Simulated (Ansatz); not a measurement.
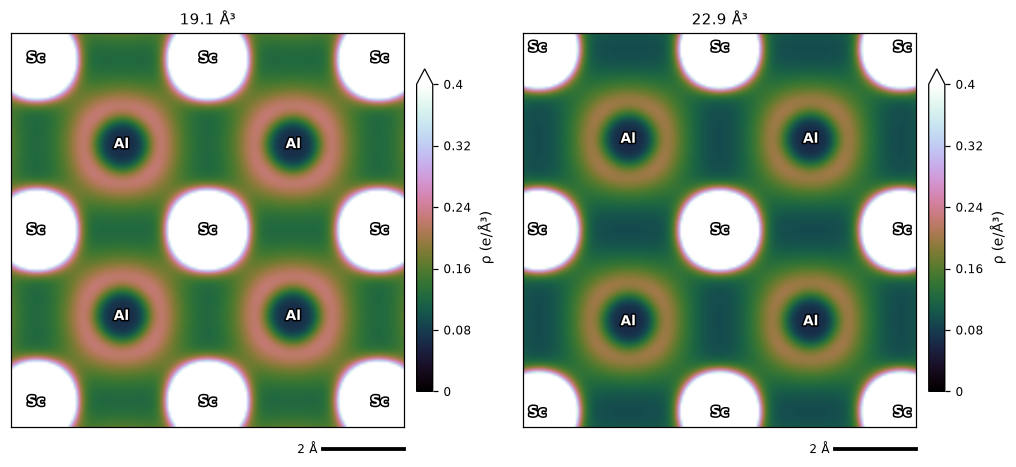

Sc₃Al. The valence electron density of cells scaled evenly to different volumes (given per atom above each panel), on the (100) plane of each (indices in the axes of the cell below), at one length scale and on one colour scale.

A structure from a database of computed crystals, not necessarily the ambient phase.

The calculation used DFT PBEsol, scalar-relativistic, plane waves, PAW (Ansatz).

Core electrons are frozen (PAW), and the valence fields are smoothed inside the atomic spheres.

The largest cell:

```
Sc Al
1.0
     4.50604    0.00000    0.00000
     0.00000    4.50604    0.00000
     0.00000    0.00000    4.50604
Sc Al
3 1
Direct
  0.50000 0.00000 0.50000
  0.00000 0.50000 0.50000
  0.50000 0.50000 0.00000
  0.00000 0.00000 0.00000
```

| volume (Å³/atom) | Sc–Al contact in the plane (Å) | ρ at its midpoint (e/Å³) | pressure (GPa) | 
| --- | --- | --- | --- |
| 19.10 | 3.001 | 0.179 | 7.3 | 
| 21.89 | 3.140 | ? | ? | 
| 22.87 | 3.186 | 0.144 | −5.1 | 

**What values belong in the row with question marks?**

Over the known rows ln ρ falls by 1.18 per Å of Sc–Al distance (the line through the two), which gives 0.152 e/Å³ at 3.140 Å; the calculation gives 0.151 e/Å³. For the pressure, a straight line in volume between the neighbouring rows gives −1.9 GPa; the calculation gives −2.8, lower because pressure rises ever faster on compression.
